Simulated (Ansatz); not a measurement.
## Geometry relaxation, with input and output: TaN (part 2 of 3)

The same run, continued: TaN (P-62m, 6 atoms in the cell); DFT mr2SCAN, scalar-relativistic, plane waves, PAW, spin-polarised (Ansatz 0.2.0); cutoff 500 eV, 6×6×8 k-mesh, Gaussian smearing of 0.05 eV, collinear spins. The structure derives from an entry of the Crystallography Open Database. It belongs to a series of runs on one base structure; here: volume × 0.98.

Geometry of the input (Å; fractional positions):
```
5.1700  -0.0000  0.0000
-2.5850  4.4774  0.0000
0.0000  0.0000  2.8853
Ta 0.3333  0.6667  0.5000
Ta 0.6667  0.3333  0.5000
Ta 0.0000  0.0000  0.0000
N  0.3921  -0.0000  0.0000
N  0.6079  0.6079  0.0000
N  -0.0000  0.3921  0.0000
```

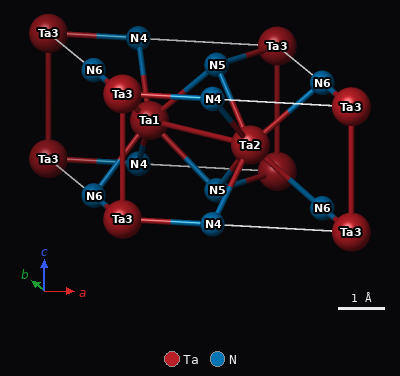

The geometry at step 4 of the log (ball-and-stick view of the cell of the calculation, seen slightly off an axis; atoms are numbered from 1 in the order of the input).

Log, continued
```
SCF iter   1: F=—  HF=-30995.517183 eV  |F-HF|=—  |Δ(HF+E_count)|=         —  Δρ=3.04e-4 (↑3.02e-4 ↓3.04e-4)  dr2=2.51e-4  dr2_τ=1.26e-4  dr2_m=1.36e-8  M=-0.000 μB ∫|m|=0.000 μB  β_m=0.30  ethr=4.20e-7  ⟨swp⟩=3.1  Hψ=12810  notcnv=0
preconditioner: auto → Resta (q_TF=auto, 2.633 Å⁻¹)  ε∞=6.6  [insulator: Δε(μ)=0.153 eV  Ē_g=10.473 eV  σ=0.050 eV  W_gap=0.97  n_scr=26 (ndim 8)  ℏωp=24.9 eV  f_vac=0.000  D(μ)=0.13/eV (n_scr^D=0)  ε∞_Penn≈6.6]
spin=Collinear: Resta preconditioning applied to the charge; magnetization (m = ρ↑ − ρ↓) channel mixes plain (no charge-response kernel on spin).
SCF iter   2: F=—  HF=-30995.517460 eV  |F-HF|=—  |Δ(HF+E_count)|=   2.77e-4  Δρ=2.07e-4 (↑2.06e-4 ↓2.07e-4)  dr2=1.07e-4  dr2_τ=8.29e-7  dr2_m=7.66e-9  M=-0.000 μB ∫|m|=0.000 μB  β_m=0.30  ethr=4.20e-7  ⟨swp⟩=2.0  Hψ=3888  notcnv=0  κ⁻¹=1.0e0(r=1)
SCF iter   3: F=—  HF=-30995.517475 eV  |F-HF|=—  |Δ(HF+E_count)|=   1.48e-5  Δρ=1.18e-4 (↑1.17e-4 ↓1.18e-4)  dr2=3.71e-5  dr2_τ=1.73e-7  dr2_m=2.40e-9  M=-0.000 μB ∫|m|=0.000 μB  β_m=0.32  ethr=1.97e-7  ⟨swp⟩=1.4  Hψ=2412  notcnv=0  κ⁻¹=1.0e-1(r=2)
SCF iter   4: F=—  HF=-30995.517475 eV  |F-HF|=—  |Δ(HF+E_count)|=   2.98e-7  Δρ=3.11e-5 (↑3.11e-5 ↓3.11e-5)  dr2=1.90e-6  dr2_τ=1.79e-8  dr2_m=2.63e-11  M=-0.000 μB ∫|m|=0.000 μB  β_m=0.32  ethr=6.88e-8  ⟨swp⟩=2.2  Hψ=3434  notcnv=0  κ⁻¹=2.5e-3(r=3)
SCF iter   5: F=—  HF=-30995.517478 eV  |F-HF|=—  |Δ(HF+E_count)|=   3.18e-6  Δρ=2.27e-5 (↑2.27e-5 ↓2.27e-5)  dr2=1.44e-6  dr2_τ=9.86e-9  dr2_m=1.24e-11  M=-0.000 μB ∫|m|=0.000 μB  β_m=0.33  ethr=3.52e-9  ⟨swp⟩=1.6  Hψ=2615  notcnv=0  κ⁻¹=8.8e-4(r=4)
SCF iter   6: F=—  HF=-30995.517481 eV  |F-HF|=—  |Δ(HF+E_count)|=   2.98e-6  Δρ=1.31e-5 (↑1.31e-5 ↓1.31e-5)  dr2=8.88e-7  dr2_τ=2.31e-9  dr2_m=8.23e-12  M=-0.000 μB ∫|m|=0.000 μB  β_m=0.30  ethr=2.67e-9  ⟨swp⟩=2.1  Hψ=3162  notcnv=0  κ⁻¹=1.1e-4(r=5)
SCF iter   7: F=—  HF=-30995.517482 eV  |F-HF|=—  |Δ(HF+E_count)|=   9.89e-7  Δρ=4.77e-6 (↑4.77e-6 ↓4.77e-6)  dr2=1.77e-7  dr2_τ=9.59e-10  dr2_m=6.99e-13  M=0.000 μB ∫|m|=0.000 μB  β_m=0.30  ethr=1.64e-9  ⟨swp⟩=2.9  Hψ=4660  notcnv=0  κ⁻¹=1.0e-5(r=6)
SCF iter   8: F=—  HF=-30995.517482 eV  |F-HF|=—  |Δ(HF+E_count)|=   1.53e-7  Δρ=2.03e-6 (↑2.03e-6 ↓2.03e-6)  dr2=8.53e-9  dr2_τ=1.29e-10  dr2_m=5.99e-13  M=0.000 μB ∫|m|=0.000 μB  β_m=0.30  ethr=3.27e-10  ⟨swp⟩=2.0  Hψ=3206  notcnv=0  κ⁻¹=5.2e-6(r=7)
SCF iter   9: F=—  HF=-30995.517482 eV  |F-HF|=—  |Δ(HF+E_count)|=   9.94e-8  Δρ=1.51e-6 (↑1.51e-6 ↓1.51e-6)  dr2=1.14e-8  dr2_τ=1.25e-10  dr2_m=1.91e-13  M=0.000 μB ∫|m|=0.000 μB  β_m=0.30  ethr=1.58e-11  ⟨swp⟩=2.0  Hψ=3528  notcnv=0  κ⁻¹=2.8e-6(r=8)
SCF iter  10: F=—  HF=-30995.517482 eV  |F-HF|=—  |Δ(HF+E_count)|=   6.16e-8  Δρ=6.68e-7 (↑6.65e-7 ↓6.68e-7)  dr2=6.30e-10  dr2_τ=1.08e-11  dr2_m=3.52e-14  M=0.000 μB ∫|m|=0.000 μB  β_m=0.30  ethr=1.58e-11  ⟨swp⟩=2.5  Hψ=4286  notcnv=0  κ⁻¹=1.4e-6(r=8)
SCF iter  11: F=—  HF=-30995.517482 eV  |F-HF|=—  |Δ(HF+E_count)|=   2.08e-9  Δρ=3.37e-7 (↑3.36e-7 ↓3.37e-7)  dr2=1.30e-10  dr2_τ=2.73e-12  dr2_m=3.75e-15  M=0.000 μB ∫|m|=0.000 μB  β_m=0.30  ethr=1.17e-12  ⟨swp⟩=2.7  Hψ=5042  notcnv=0  κ⁻¹=9.0e-7(r=8)
SCF iter  12: F=-30995.517482 eV  HF=-30995.517482 eV  |F-HF|=1.93e-10  |Δ(HF+E_count)|=  2.00e-10  Δρ=2.28e-7 (↑2.28e-7 ↓2.28e-7)  dr2=2.25e-10  dr2_τ=2.02e-12  dr2_m=1.37e-15  M=0.000 μB ∫|m|=0.000 μB  ethr=1.00e-12  ⟨swp⟩=3.0  Hψ=7561  notcnv=0
the starting moments were not kept: the SCF closed with an absolute magnetisation of 3.9e-8 μB, where they sum to 0.15 μB in size (3 sites). That is at most 0.1 of that sum. Measured as dr2_m measures the in/out step, that magnetisation stands 1.0e-16 eV from none, at or under the dr2_threshold of 2.4e-10 eV: it is no larger than a step whose dr2_m would equal this threshold.
SCF 3 converged in 12 iterations: F = -30995.517482 eV  dr2 = 2.25e-10
relax step   3: F+E_penalty+E_count = -30995.51748236 eV  Δ(F+E_penalty+E_count) = -5.594e-4 eV  max|allowed force component| = 2.379e-2 eV/Å  Δτ_max = 0.0053 Å  P = +6.847 GPa  Ω = 66.790 Å³  energy of the carried Pulay correction = +1.118e-16 eV  fix = [volume]  reactions: volume +6.847 GPa  (12 SCF iters, accepted)
iter 1 solved again at ethr=4.18e-8 eV; its pass at ethr=3.10e-3 eV (dr2=2.26e-5 eV) is discarded
SCF iter   1: F=—  HF=-30995.517528 eV  |F-HF|=—  |Δ(HF+E_count)|=         —  Δρ=9.32e-5 (↑9.32e-5 ↓9.32e-5)  dr2=2.42e-5  dr2_τ=2.21e-5  dr2_m=2.43e-10  M=0.000 μB ∫|m|=0.000 μB  β_m=0.30  ethr=4.18e-8  ⟨swp⟩=2.4  Hψ=12113  notcnv=0
preconditioner: auto → Resta (q_TF=auto, 2.633 Å⁻¹)  ε∞=6.6  [insulator: Δε(μ)=0.159 eV  Ē_g=10.473 eV  σ=0.050 eV  W_gap=0.97  n_scr=26 (ndim 8)  ℏωp=24.9 eV  f_vac=0.000  D(μ)=0.11/eV (n_scr^D=0)  ε∞_Penn≈6.6]
spin=Collinear: Resta preconditioning applied to the charge; magnetization (m = ρ↑ − ρ↓) channel mixes plain (no charge-response kernel on spin).
SCF iter   2: F=—  HF=-30995.517537 eV  |F-HF|=—  |Δ(HF+E_count)|=   8.22e-6  Δρ=6.79e-5 (↑6.79e-5 ↓6.79e-5)  dr2=1.22e-5  dr2_τ=6.97e-8  dr2_m=1.37e-10  M=0.000 μB ∫|m|=0.000 μB  β_m=0.30  ethr=4.18e-8  ⟨swp⟩=2.2  Hψ=3306  notcnv=0  κ⁻¹=1.0e0(r=1)
SCF iter   3: F=—  HF=-30995.517537 eV  |F-HF|=—  |Δ(HF+E_count)|=   8.95e-8  Δρ=3.59e-5 (↑3.59e-5 ↓3.59e-5)  dr2=3.13e-6  dr2_τ=1.89e-8  dr2_m=3.63e-11  M=0.000 μB ∫|m|=0.000 μB  β_m=0.35  ethr=2.26e-8  ⟨swp⟩=1.7  Hψ=2432  notcnv=0  κ⁻¹=1.2e-1(r=2)
SCF iter   4: F=—  HF=-30995.517538 eV  |F-HF|=—  |Δ(HF+E_count)|=   1.34e-6  Δρ=1.32e-5 (↑1.32e-5 ↓1.32e-5)  dr2=5.94e-7  dr2_τ=3.21e-9  dr2_m=1.27e-12  M=0.000 μB ∫|m|=0.000 μB  β_m=0.30  ethr=5.79e-9  ⟨swp⟩=2.9  Hψ=4037  notcnv=0  κ⁻¹=1.5e-3(r=3)
SCF iter   5: F=—  HF=-30995.517539 eV  |F-HF|=—  |Δ(HF+E_count)|=   1.11e-6  Δρ=9.17e-6 (↑9.17e-6 ↓9.17e-6)  dr2=4.01e-7  dr2_τ=1.32e-9  dr2_m=7.77e-13  M=0.000 μB ∫|m|=0.000 μB  β_m=0.30  ethr=1.10e-9  ⟨swp⟩=2.1  Hψ=3038  notcnv=0  κ⁻¹=8.9e-4(r=4)
SCF iter   6: F=—  HF=-30995.517540 eV  |F-HF|=—  |Δ(HF+E_count)|=   6.42e-7  Δρ=6.23e-6 (↑6.22e-6 ↓6.23e-6)  dr2=1.39e-7  dr2_τ=4.69e-10  dr2_m=9.10e-13  M=0.000 μB ∫|m|=0.000 μB  β_m=0.30  ethr=7.43e-10  ⟨swp⟩=2.0  Hψ=3642  notcnv=0  κ⁻¹=2.1e-4(r=5)
SCF iter   7: F=—  HF=-30995.517540 eV  |F-HF|=—  |Δ(HF+E_count)|=   1.12e-7  Δρ=1.98e-6 (↑1.98e-6 ↓1.98e-6)  dr2=6.81e-9  dr2_τ=1.59e-10  dr2_m=3.30e-14  M=0.000 μB ∫|m|=0.000 μB  β_m=0.30  ethr=2.58e-10  ⟨swp⟩=2.0  Hψ=3412  notcnv=0  κ⁻¹=1.8e-5(r=6)
SCF iter   8: F=-30995.517540 eV  HF=-30995.517540 eV  |F-HF|=4.68e-8  |Δ(HF+E_count)|=   9.78e-8  Δρ=2.51e-6 (↑2.51e-6 ↓2.51e-6)  dr2=5.19e-8  dr2_τ=4.55e-10  dr2_m=2.57e-15  M=-0.000 μB ∫|m|=0.000 μB  ethr=1.26e-11  ⟨swp⟩=1.9  Hψ=7104  notcnv=0
the starting moments were not kept: the SCF closed with an absolute magnetisation of 4.6e-8 μB, where they sum to 0.15 μB in size (3 sites). That is at most 0.1 of that sum. Measured as dr2_m measures the in/out step, that magnetisation stands 2.3e-16 eV from none, at or under the dr2_threshold of 1.1e-7 eV: it is no larger than a step whose dr2_m would equal this threshold.
SCF 4 converged in 8 iterations: F = -30995.517540 eV  dr2 = 5.19e-8
relax step   4: F+E_penalty+E_count = -30995.51753958 eV  Δ(F+E_penalty+E_count) = -5.721e-5 eV  max|allowed force component| = 2.437e-4 eV/Å  Δτ_max = 0.0010 Å  P = +6.871 GPa  Ω = 66.790 Å³  energy of the carried Pulay correction = +1.353e-15 eV  fix = [volume]  reactions: volume +6.871 GPa  (8 SCF iters, dr2 threshold 1.12e-7 eV, accepted)
Initial wavefunctions: pseudopotential atomic-orbital guess (no wavefunctions were taken with the density)
iter 1 solved again at ethr=1.18e-8 eV; its pass at ethr=3.10e-3 eV (dr2=6.39e-6 eV) is discarded
SCF iter   1: F=—  HF=-30995.517510 eV  |F-HF|=—  |Δ(HF+E_count)|=         —  Δρ=1.82e-5 (↑1.82e-5 ↓1.82e-5)  dr2=9.37e-7  dr2_τ=1.62e-8  dr2_m=5.33e-15  M=0.000 μB ∫|m|=0.000 μB  β_m=0.30  ethr=1.18e-8  ⟨swp⟩=4.1  Hψ=17978  notcnv=0
preconditioner: auto → Resta (q_TF=auto, 2.633 Å⁻¹)  ε∞=6.6  [insulator: Δε(μ)=0.157 eV  Ē_g=10.472 eV  σ=0.050 eV  W_gap=0.97  n_scr=26 (ndim 8)  ℏωp=24.9 eV  f_vac=0.000  D(μ)=0.11/eV (n_scr^D=0)  ε∞_Penn≈6.6]
spin=Collinear: Resta preconditioning applied to the charge; magnetization (m = ρ↑ − ρ↓) channel mixes plain (no charge-response kernel on spin).
SCF iter   2: F=—  HF=-30995.517530 eV  |F-HF|=—  |Δ(HF+E_count)|=   2.01e-5  Δρ=5.26e-6 (↑5.26e-6 ↓5.26e-6)  dr2=7.06e-8  dr2_τ=2.02e-8  dr2_m=2.28e-15  M=0.000 μB ∫|m|=0.000 μB  β_m=0.30  ethr=1.74e-9  ⟨swp⟩=3.0  Hψ=4192  notcnv=0  κ⁻¹=1.0e0(r=1)
SCF iter   3: F=—  HF=-30995.517530 eV  |F-HF|=—  |Δ(HF+E_count)|=   1.52e-7  Δρ=4.03e-6 (↑4.03e-6 ↓4.03e-6)  dr2=4.39e-8  dr2_τ=8.68e-10  dr2_m=9.22e-16  M=0.000 μB ∫|m|=0.000 μB  β_m=0.30  ethr=1.31e-10  ⟨swp⟩=2.4  Hψ=3312  notcnv=0  κ⁻¹=2.2e-3(r=2)
SCF iter   4: F=—  HF=-30995.517530 eV  |F-HF|=—  |Δ(HF+E_count)|=   9.25e-8  Δρ=2.96e-6 (↑2.96e-6 ↓2.96e-6)  dr2=2.54e-8  dr2_τ=3.88e-10  dr2_m=3.08e-16  M=0.000 μB ∫|m|=0.000 μB  β_m=0.30  ethr=8.13e-11  ⟨swp⟩=1.7  Hψ=2653  notcnv=0  κ⁻¹=3.0e-4(r=3)
SCF iter   5: F=—  HF=-30995.517530 eV  |F-HF|=—  |Δ(HF+E_count)|=   8.91e-8  Δρ=1.18e-6 (↑1.18e-6 ↓1.18e-6)  dr2=4.75e-9  dr2_τ=4.98e-11  dr2_m=2.31e-16  M=0.000 μB ∫|m|=0.000 μB  β_m=0.30  ethr=4.71e-11  ⟨swp⟩=2.0  Hψ=3418  notcnv=0  κ⁻¹=1.7e-5(r=4)
SCF iter   6: F=—  HF=-30995.517530 eV  |F-HF|=—  |Δ(HF+E_count)|=   7.03e-9  Δρ=4.38e-7 (↑4.38e-7 ↓4.38e-7)  dr2=5.03e-10  dr2_τ=7.91e-12  dr2_m=6.20e-18  M=-0.000 μB ∫|m|=0.000 μB  β_m=0.30  ethr=8.80e-12  ⟨swp⟩=2.5  Hψ=3692  notcnv=0  κ⁻¹=2.1e-6(r=5)
SCF iter   7: F=—  HF=-30995.517530 eV  |F-HF|=—  |Δ(HF+E_count)|=  3.71e-10  Δρ=3.31e-7 (↑3.31e-7 ↓3.31e-7)  dr2=2.70e-10  dr2_τ=3.70e-12  dr2_m=7.84e-18  M=0.000 μB ∫|m|=0.000 μB  β_m=0.30  ethr=1.00e-12  ⟨swp⟩=1.0  Hψ=2380  notcnv=0  κ⁻¹=2.1e-6(r=6)
SCF iter   8: F=—  HF=-30995.517530 eV  |F-HF|=—  |Δ(HF+E_count)|=  1.46e-10  Δρ=3.16e-7 (↑3.16e-7 ↓3.16e-7)  dr2=2.51e-10  dr2_τ=3.82e-12  dr2_m=5.82e-18  M=0.000 μB ∫|m|=0.000 μB  β_m=0.30  ethr=1.00e-12  ⟨swp⟩=1.0  Hψ=2380  notcnv=0  κ⁻¹=6.5e-7(r=7)
SCF iter   9: F=—  HF=-30995.517530 eV  |F-HF|=—  |Δ(HF+E_count)|=  1.89e-10  Δρ=2.46e-7 (↑2.46e-7 ↓2.46e-7)  dr2=1.58e-10  dr2_τ=2.36e-12  dr2_m=5.11e-18  M=0.000 μB ∫|m|=0.000 μB  β_m=0.30  ethr=1.00e-12  ⟨swp⟩=1.1  Hψ=2390  notcnv=0  κ⁻¹=7.4e-8(r=8)
SCF iter  10: F=-30995.517530 eV  HF=-30995.517530 eV  |F-HF|=2.18e-11  |Δ(HF+E_count)|=  6.40e-10  Δρ=1.43e-7 (↑1.43e-7 ↓1.43e-7)  dr2=6.67e-11  dr2_τ=1.27e-12  dr2_m=2.58e-19  M=0.000 μB ∫|m|=0.000 μB  ethr=1.00e-12  ⟨swp⟩=2.2  Hψ=8050  notcnv=0
the starting moments were not kept: the SCF closed with an absolute magnetisation of 8.2e-10 μB, where they sum to 0.15 μB in size (3 sites). That is at most 0.1 of that sum. Measured as dr2_m measures the in/out step, that magnetisation stands 5.0e-20 eV from none, at or under the dr2_threshold of 2.4e-10 eV: it is no larger than a step whose dr2_m would equal this threshold.
SCF 5 converged in 10 iterations: F = -30995.517530 eV  dr2 = 6.67e-11
relax step   5: F+E_penalty+E_count = -30995.51753046 eV  Δ(F+E_penalty+E_count) = +9.120e-6 eV  max|allowed force component| = 2.466e-4 eV/Å  Δτ_max = 0.0000 Å  P = +6.871 GPa  Ω = 66.790 Å³  fix = [volume]  reactions: volume +6.871 GPa  stress off target by 2.46e-2 GPa on what of the cell is left free  SCF on the basis re-selected at this cell (its energy is not comparable with the rows above)  (10 SCF iters)
basis re-selected at this cell: Δ(F+E_penalty+E_count) = +9.120e-6 eV, ΔP = +0.000 GPa vs the last step (what re-selecting the basis moved, of the pressure what is left beyond the Pulay correction that the steps carried, after the strain that the cell walked since its last selection, with what the two solves' SCF thresholds leave and, on support functions, any second-order correction that the steps lacked; it is no measure of the basis error at this ecutwfc). This SCF's stress stands 2.46e-2 GPa from its target on what of the cell is left free (relax.cell.stress_tol is 1.00e-1 GPa) and its largest allowed force component is 2.47e-4 eV/Å (relax.f_tol is 1.00e-2 eV/Å): within both
SCF converged after 10 iterations
Stability not checked: this state was not tested for a lower state beside it, because the mixer in use, unlike msr1, does not test its closes by its own steps (another_mixer; see scf.mixing.algorithm and scf.lower_state_search)
Magnetization: 0.0000 μB (27.0000 up, 27.0000 down)
Absolute magnetization: 0.0000 μB (∫|ρ↑−ρ↓|, with the PAW one-centre terms)
Spin contamination: 0.0000 ħ² per cell (⟨S²⟩ above its minimum at these occupations)
Per-site moments (μB) at R_I (Å): [(-7.7404145848866e-11, 0.886307146215271), (-7.740420401261689e-11, 0.8863071462152707), (4.895015991020014e-11, 0.8375831993718451), (5.1641976955077436e-11, 0.8375831993718452), (5.164202131762134e-11, 0.8375831993718452), (5.1641969996470913e-11, 0.8375831993718451)]
Free energy (F): -30995.517530 eV
Harris-Foulkes:  -30995.517530 eV  (|F-HF|=2.18e-11)
Internal energy: -30995.517391 eV  (E = F + TS)
E sigma→0 (E₀):  -30995.517461 eV
Entropy (-TS):   -0.000139 eV (-0.023 meV/atom)
Fermi energy:    20.328165 eV
--- Per-component energies (eV) ---
  E_band       = -246.114260
  E_kinetic    = 1507.762823
  E_local      = -1996.441099  (includes V_loc(G=0)·N_el)
  E_nonlocal   = 180.213426
  E_hartree    = 681.890582
  E_xc         = -797.628394
  E_vxc        = -925.998889  (∫ρ·V_xc dr)
  E_paw        = -25657.530202  (= ΣΔE_a)
  E_vpaw       = -423.028837  (= ΣTr[D̂ρ^β])
  E_aug_tail   = 0.000338  (compensation charges beyond the density's cutoff)
  E_vtau       = 47.596949  (kinetic-family band-sum trace: ∫τ·v_τ [+ j·A + Jᵃ·Aᵃ] dr)
  E_ewald      = -4911.427332
  E_core_change = -2.357535  (= ΣΔE_core)
  E_smearing   = -0.000139  (= −TS)
  E_closure    = -0.000000  (closes the sum)
  Σ components = -30995.517530   (vs F -30995.517530, Δ=0.00e0)
--- Forces (eV/Å), atoms counted from 1 ---
  atom   1  Ta    -0.00000000    -0.00000000     0.00000000
  atom   2  Ta     0.00000000     0.00000000     0.00000000
  atom   3  Ta    -0.00000000    -0.00000000     0.00000000
  atom   4  N      0.00024663    -0.00000000     0.00000000
  atom   5  N     -0.00012332    -0.00021359     0.00000000
  atom   6  N     -0.00012332     0.00021359     0.00000000
  max |Σ_I F_I| component: 1.27e-16 eV/Å
--- Stress (GPa, compression-positive) ---
        6.883192      -0.000000       0.000000
        0.000000       6.883192       0.000000
        0.000000       0.000000       6.846267
  P = ⅓ Tr σ = 6.8709 GPa (68.709 kbar)
--- Band table (eV; the first three rows and the last of 70) ---
  k-point 0 ↑: bands = ["-51.1848", "-51.1327", "-50.4911", "-17.3870", "-17.3870", "-16.9988", "-16.9988", "-16.8013", "-16.6804", "-16.5182", "-16.5182", "-15.8514", "0.5791", "3.3391", "3.3391", "10.2825", "13.1401", "13.1401", "13.2921", "13.9919", "13.9919", "14.7736", "14.7736", "15.4803", "16.5317", "18.1157", "19.1466", "19.1466", "20.9144", "20.9144", "22.0730", "22.2787", "22.2787", "22.9875"]
  k-point 1 ↑: bands = ["-51.1771", "-51.1253", "-50.4840", "-17.3620", "-17.3620", "-16.9734", "-16.9734", "-16.9490", "-16.8105", "-16.5163", "-16.5163", "-15.9693", "0.8841", "3.2497", "3.2497", "10.8185", "12.8717", "12.8717", "13.5159", "13.8821", "13.8821", "14.6618", "14.6618", "14.7503", "17.0804", "18.5921", "18.5921", "18.8604", "21.6047", "21.6047", "22.3113", "22.3113", "22.3378", "23.2917"]
  k-point 2 ↑: bands = ["-51.1583", "-51.1073", "-50.4670", "-17.3009", "-17.3009", "-17.2917", "-17.1144", "-16.9083", "-16.9083", "-16.5148", "-16.5148", "-16.2456", "1.6594", "3.0239", "3.0239", "12.1921", "12.2879", "12.2879", "12.7071", "13.5428", "13.5428", "14.5332", "14.5332", "14.6596", "18.0278", "18.0278", "18.7716", "20.5496", "21.7703", "21.7703", "22.5133", "22.5133", "23.0894", "24.0706"]
  k-point 34 ↓: bands = ["-51.1068", "-51.1068", "-50.4428", "-17.6530", "-17.6530", "-17.2874", "-17.0098", "-17.0098", "-16.7511", "-16.5889", "-16.5078", "-16.5078", "2.3511", "3.0822", "3.0822", "11.5546", "11.5546", "12.3965", "12.3965", "12.7524", "12.9271", "13.1274", "15.7912", "15.7912", "17.4275", "17.4275", "18.2552", "22.8380", "22.8380", "22.8755", "23.0517", "23.0517", "24.2123", "24.4166"]
--- Relaxed structure (4 steps of the walk, 3 accepted, 1 SCFs on fresh bases) ---
  F+E_penalty+E_count = -30995.51753046 eV   max|allowed force component| = 2.466e-4 eV/Å   (the final SCF, on the basis selected at the relaxed cell)
  cell:  # Å, volume = 66.7897 Å³
    - [5.167946412781378, -7.88356690532105e-11, 0.0]
    - [-2.583973206322415, 4.475572878904752, 0.0]
    - [0.0, 0.0, 2.887639806747499]
  atoms:
    - { symbol: Ta, position: [0.3333333333333333, 0.6666666666666666, 0.49999999999999994] }
    - { symbol: Ta, position: [0.6666666666666669, 0.3333333333333333, 0.49999999999999994] }
    - { symbol: Ta, position: [-4.814050181155891e-20, -4.035855265296431e-20, 0.0] }
    - { symbol: N, position: [0.39290359527104973, -4.9441439857888293e-20, 0.0] }
    - { symbol: N, position: [0.6070964047289503, 0.6070964047289502, 0.0] }
    - { symbol: N, position: [5.551115123125783e-17, 0.3929035952710497, 0.0] }
--- Löwdin populations: 6 sites ---
  site symbol       q [e]    m [muB]
     0     Ta     12.1028    -0.0000
     1     Ta     12.1028    -0.0000
     2     Ta     12.3553     0.0000
     3      N      5.7170     0.0000
     4      N      5.7170     0.0000
     5      N      5.7170     0.0000
  spilling = 0.005337 (of n_electrons = 54.000000)
```
